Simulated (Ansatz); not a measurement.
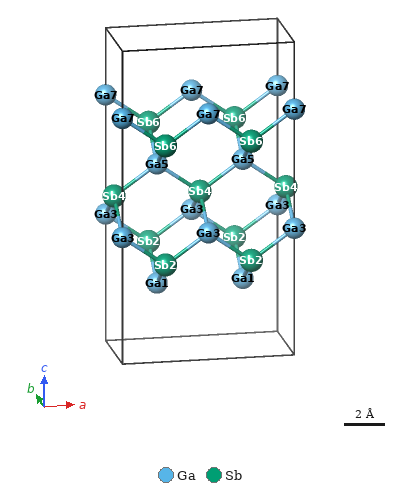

Fig. 1: The structure as given in the input (ball-and-stick view of the 2 × 1 repeat of the cell, with the vacuum cut short, seen slightly off an axis; atoms are numbered from 1 in the order of the input). An atom can appear more than once, as a periodic image.

# What a change does: single-point calculation on Ga4Sb3

System: Ga4Sb3 (slab, 7 atoms in the cell).
Method of run 1: DFT PBE, scalar-relativistic, plane waves, PAW, no spin polarisation (Ansatz 0.2.0).

The structure derives from an entry of the Crystallography Open Database. Text and figures count atoms from 1; the logs count them from 0 in places.

**Input, run 1**
```yaml
crystal:
  lattice:
    - [4.3938492947, 0.0, 0.0]
    - [0.0, 4.3938492947, 0.0]
    - [0.0, 0.0, 24.3207618953]
  atoms:
    - { symbol: Ga, position: [0.5, 0.5, 0.308378497] }
    - { symbol: Sb, position: [0.5, 0.0, 0.3722523314] }
    - { symbol: Ga, position: [0.0, 0.0, 0.4361261657] }
    - { symbol: Sb, position: [0.0, 0.5, 0.5] }
    - { symbol: Ga, position: [0.5, 0.5, 0.5638738343] }
    - { symbol: Sb, position: [0.5, 0.0, 0.6277476686] }
    - { symbol: Ga, position: [0.0, 0.0, 0.691621503] }
basis:
  ecutwfc: 420
kpoints:
  mp_grid: { grid: [8, 8, 1] }
hamiltonian:
  xc: pbe
scf:
  occupations: { method: gaussian, width: 0.1 }
output:
  forces: true
  stress: true
  eigenvalues: true
  write_density: true
  write_potential: true
  elf: true
  volumetric_format: npy
efield:
  axis: 3
  dipole_correction: true
  ramp_width: 0.04
```

Command:
```bash
ansatz run input.yaml --threads 1 --pin off --max-ram 2560MiB --backend cpu --events-out ev --progress --plain --runs-dir out
```

Hardware: 1 thread of AMD EPYC (Zen 3), 192 GiB of memory available, shared host.

**Output, shortened to warnings, some set-up lines, iterations and results (run 1)**
```
WARN: The output density's exchange-correlation potential varies sharply where the density is thin. Do not read a vacuum level from v_tot or v_xc, or from such a field of the output density. On a cell that repeats whose density bears no net charge and no dipole along the vacuum's axis use v_es (v_loc + v_h of the components); under efield.dipole_correction with no amplitude use v_es + v_field, …
Basis set: ecut = 420 eV, 9233 PW (Γ), exchange–correlation on 60×60×360 points (8 copies of the dense FFT grid, shifted against one another)
Symmetry: 4 space group operations
k-points: 25 of 64
Initial density: superposition of atomic densities (neutral atoms: chi_scale 0, normalization atom), corrected by the library's trained network
[...]
SCF iter   1: F=—  HF=-34583.948096 eV  |F-HF|=—  |Δ(HF+E_count)|=         —  Δρ=2.30e-3  dr2=9.60e-2  ethr=1.77e-3  p=0.000 e·Å  D=4.10e-14 V/Å  ΔV_dip=-0.00 eV  …
SCF iter   2: F=—  HF=-34583.941320 eV  |F-HF|=—  |Δ(HF+E_count)|=   6.78e-3  Δρ=1.32e-3  dr2=1.76e-2  ethr=9.89e-5  p=0.000 e·Å  D=2.27e-5 V/Å  ΔV_dip=-0.00 eV  …
SCF iter   3: F=—  HF=-34583.945312 eV  |F-HF|=—  |Δ(HF+E_count)|=   3.99e-3  Δρ=1.35e-3  dr2=8.63e-3  ethr=1.81e-5  p=0.000 e·Å  D=1.35e-5 V/Å  ΔV_dip=-0.00 eV  …
SCF iter   4: F=—  HF=-34583.940041 eV  |F-HF|=—  |Δ(HF+E_count)|=   5.27e-3  Δρ=3.67e-4  dr2=2.30e-3  ethr=8.89e-6  p=0.000 e·Å  D=1.44e-5 V/Å  ΔV_dip=-0.00 eV  …
SCF iter   5: F=—  HF=-34583.939790 eV  |F-HF|=—  |Δ(HF+E_count)|=   2.51e-4  Δρ=1.71e-4  dr2=8.24e-4  ethr=2.37e-6  p=0.000 e·Å  D=1.13e-5 V/Å  ΔV_dip=-0.00 eV  …
SCF iter   6: F=—  HF=-34583.939657 eV  |F-HF|=—  |Δ(HF+E_count)|=   1.34e-4  Δρ=6.89e-5  dr2=6.79e-5  ethr=8.50e-7  p=0.000 e·Å  D=6.35e-6 V/Å  ΔV_dip=-0.00 eV  …
SCF iter   7: F=—  HF=-34583.939671 eV  |F-HF|=—  |Δ(HF+E_count)|=   1.41e-5  Δρ=4.45e-5  dr2=2.67e-5  ethr=7.00e-8  p=0.000 e·Å  D=3.38e-6 V/Å  ΔV_dip=-0.00 eV  …
SCF iter   8: F=—  HF=-34583.939669 eV  |F-HF|=—  |Δ(HF+E_count)|=   2.12e-6  Δρ=1.22e-5  dr2=1.26e-6  ethr=2.76e-8  p=0.000 e·Å  D=1.97e-6 V/Å  ΔV_dip=-0.00 eV  …
SCF iter   9: F=—  HF=-34583.939669 eV  |F-HF|=—  |Δ(HF+E_count)|=   4.69e-7  Δρ=6.95e-6  dr2=2.47e-7  ethr=1.30e-9  p=0.000 e·Å  D=1.06e-6 V/Å  ΔV_dip=-0.00 eV  …
SCF iter  10: F=-34583.939669 eV  HF=-34583.939669 eV  |F-HF|=2.57e-8  |Δ(HF+E_count)|=   5.41e-8  Δρ=2.47e-6  dr2=4.40e-8  ethr=1.03e-10  p=0.000 e·Å  D=8.16e-7 V/Å  …
SCF 1 converged in 10 iterations: F = -34583.939669 eV  dr2 = 4.40e-8
WARN: The output density's exchange-correlation potential varies sharply where the density is thin. Do not read a vacuum level from v_tot or v_xc, or from such a field of the output density. On a cell that repeats whose density bears no net charge and no dipole along the vacuum's axis use v_es …
SCF converged after 10 iterations
Free energy (F): -34583.939669 eV
Harris-Foulkes:  -34583.939669 eV  (|F-HF|=2.57e-8)
Internal energy: -34583.911517 eV  (E = F + TS)
E sigma→0 (E₀):  -34583.925593 eV
Entropy (-TS):   -0.028152 eV (-4.022 meV/atom)
Fermi energy:    0.677844 eV
Dipole field:    D = -0.000003 V/Å  (p = -0.000007 e·Å, saw-weighted, corrected)
Work function:   Φ+ = 4.3874 eV   Φ− = 4.3874 eV
[...]
```

The input of run 2 differs as follows (lines with − go, lines with + come):
```diff
-  ecutwfc: 420
+  ecutwfc: 700
-  write_density: true
-  write_potential: true
-  elf: true
-  volumetric_format: npy
```

What does this change do to the results?

The free energy of run 2 is 1.5 meV per atom lower, which measures how much it depends on this numerical setting. More plane waves can only lower the energy of a fixed Hamiltonian, so the higher cutoff gives the lower value. The number of SCF iterations is the same. The plane waves at Γ go from 9233 to 19829. On the same kind of shared host run 2 took about 1.5 times as long.

**Output, shortened to warnings, some set-up lines, iterations and results (run 2)**
```
Basis set: ecut = 700 eV, 19829 PW (Γ), exchange–correlation on 80×80×432 points (8 copies of the dense FFT grid, shifted against one another)
Symmetry: 4 space group operations
k-points: 25 of 64
Initial density: superposition of atomic densities (neutral atoms: chi_scale 0, normalization atom), corrected by the library's trained network
[...]
SCF iter   1: F=—  HF=-34583.958442 eV  |F-HF|=—  |Δ(HF+E_count)|=         —  Δρ=2.32e-3  dr2=9.63e-2  ethr=1.77e-3  p=0.000 e·Å  D=5.34e-14 V/Å  ΔV_dip=-0.00 eV  …
SCF iter   2: F=—  HF=-34583.950935 eV  |F-HF|=—  |Δ(HF+E_count)|=   7.51e-3  Δρ=1.25e-3  dr2=1.73e-2  ethr=9.92e-5  p=-0.000 e·Å  D=-4.15e-6 V/Å  ΔV_dip=0.00 eV  …
SCF iter   3: F=—  HF=-34583.954027 eV  |F-HF|=—  |Δ(HF+E_count)|=   3.09e-3  Δρ=1.15e-3  dr2=7.10e-3  ethr=1.79e-5  p=-0.000 e·Å  D=-2.60e-6 V/Å  ΔV_dip=0.00 eV  …
SCF iter   4: F=—  HF=-34583.950362 eV  |F-HF|=—  |Δ(HF+E_count)|=   3.66e-3  Δρ=3.90e-4  dr2=2.33e-3  ethr=7.32e-6  p=-0.000 e·Å  D=-2.05e-6 V/Å  ΔV_dip=0.00 eV  …
SCF iter   5: F=—  HF=-34583.950040 eV  |F-HF|=—  |Δ(HF+E_count)|=   3.22e-4  Δρ=1.72e-4  dr2=8.51e-4  ethr=2.40e-6  p=-0.000 e·Å  D=-1.02e-6 V/Å  ΔV_dip=0.00 eV  …
SCF iter   6: F=—  HF=-34583.949902 eV  |F-HF|=—  |Δ(HF+E_count)|=   1.38e-4  Δρ=6.79e-5  dr2=7.46e-5  ethr=8.78e-7  p=-0.000 e·Å  D=-1.48e-7 V/Å  ΔV_dip=0.00 eV  …
SCF iter   7: F=—  HF=-34583.949935 eV  |F-HF|=—  |Δ(HF+E_count)|=   3.38e-5  Δρ=4.10e-5  dr2=2.48e-5  ethr=7.69e-8  p=-0.000 e·Å  D=-5.06e-8 V/Å  ΔV_dip=0.00 eV  …
SCF iter   8: F=—  HF=-34583.949933 eV  |F-HF|=—  |Δ(HF+E_count)|=   2.20e-6  Δρ=1.29e-5  dr2=1.38e-6  ethr=2.56e-8  p=0.000 e·Å  D=1.02e-8 V/Å  ΔV_dip=-0.00 eV  …
SCF iter   9: F=—  HF=-34583.949934 eV  |F-HF|=—  |Δ(HF+E_count)|=   4.23e-7  Δρ=9.06e-6  dr2=4.04e-7  ethr=1.42e-9  p=-0.000 e·Å  D=-2.14e-9 V/Å  ΔV_dip=0.00 eV  …
SCF iter  10: F=-34583.949934 eV  HF=-34583.949933 eV  |F-HF|=1.90e-8  |Δ(HF+E_count)|=   1.66e-7  Δρ=2.42e-6  dr2=4.31e-8  ethr=1.03e-10  p=-0.000 e·Å  D=-5.36e-9 V/Å  …
SCF 1 converged in 10 iterations: F = -34583.949934 eV  dr2 = 4.31e-8
SCF converged after 10 iterations
Free energy (F): -34583.949934 eV
Harris-Foulkes:  -34583.949933 eV  (|F-HF|=1.90e-8)
Internal energy: -34583.921779 eV  (E = F + TS)
E sigma→0 (E₀):  -34583.935856 eV
Entropy (-TS):   -0.028155 eV (-4.022 meV/atom)
Fermi energy:    0.677740 eV
Dipole field:    D = 0.000000 V/Å  (p = 0.000000 e·Å, saw-weighted, corrected)
Work function:   Φ+ = 4.3875 eV   Φ− = 4.3875 eV
Levels:          The Fermi level and band energies are counted from a zero that moves with the ramp; work functions are not
--- Per-component energies (eV) ---
  E_band       = -1514.153431
  E_kinetic    = 1078.336965
  E_local      = -70229.880151  (includes V_loc(G=0)·N_el)
  E_nonlocal   = 2778.860049
  E_hartree    = 34243.796762
  E_xc         = -689.224717
  E_vxc        = -516.176062  (∫ρ·V_xc dr)
  E_paw        = -21671.957932  (= ΣΔE_a)
  E_vpaw       = -3112.926470  (= ΣTr[D̂ρ^β])
  E_aug_tail   = -0.000011  (compensation charges beyond the density's cutoff)
  E_efield     = 0.000000  (sawtooth field / dipole correction)
  E_vefield    = 0.000000  (∫n·V_field dr)
  E_ewald      = 19906.147256
  E_smearing   = -0.028155  (= −TS)
  E_closure    = -0.000000  (closes the sum)
  Σ components = -34583.949934   (vs F -34583.949934, Δ=0.00e0)
--- Forces (eV/Å), atoms counted from 1 ---
  atom   1  Ga     0.00000000     0.00000000    -0.65742245
  atom   2  Sb     0.00000000     0.00000000     0.58677553
  atom   3  Ga     0.00000000     0.00000000     0.08758656
  atom   4  Sb     0.00000000     0.00000000    -0.00000008
  atom   5  Ga     0.00000000     0.00000000    -0.08758660
  atom   6  Sb     0.00000000     0.00000000    -0.58677580
  atom   7  Ga     0.00000000     0.00000000     0.65742271
  max |Σ_I F_I| component: 1.34e-7 eV/Å
--- Stress (GPa, compression-positive) ---
        0.572087       0.000000       0.000000
        0.000000       0.572087       0.000000
        0.000000       0.000000       0.753821
  P = ⅓ Tr σ = 0.6327 GPa (6.327 kbar)
```

**The two runs side by side**

```csv
quantity,run 1,run 2
outcome,converged,converged
free energy per atom (eV),−4940.5628,−4940.5643
"energy per atom, smearing taken to zero (eV)",−4940.5608,−4940.5623
gap on the mesh (eV),0.00,0.00
work function (eV),4.39,4.39
largest force (eV/Å),0.658,0.657
SCF iterations,10,10
irreducible k-points,25,25
plane waves at Γ,9233,19829
wall time (shared host),1.7 min,2.6 min
```

For run 1: Warnings: the exchange-correlation potential is rough where the density is thin.
